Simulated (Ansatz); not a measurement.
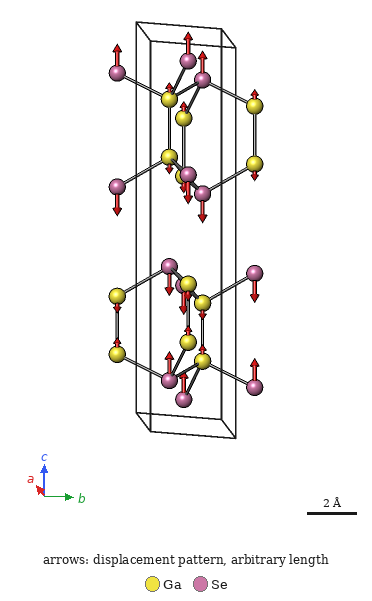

One vibrational mode of crystalline GaSe at the zone centre. The red arrows are the displacements of the atoms (eigenvector over the root of the mass), of arbitrary overall length and sign. A ball-and-stick model of the cell of the calculation, seen from a free direction.

Computed with DFT PBEsol, scalar-relativistic, plane waves, PAW in Ansatz 0.2.0. Settings: plane-wave cutoff 420 eV; k-point mesh 12 × 12 × 2; occupations fixed; no spin polarisation.

Frequencies are those without the non-analytic (LO–TO) term.

Q: Describe the mode and give its frequency.

A: This is the B₂u mode at 125 cm⁻¹, optical level 5 of 11, counted from below, silent by symmetry (neither infrared- nor Raman-active). All motion is along c; atoms of one kind move against one another, with no net shift of any sublattice; it stretches the shortest Ga–Ga bonds (2.43 Å); the kinetic energy is shared as Se 85 %, Ga 15 %.
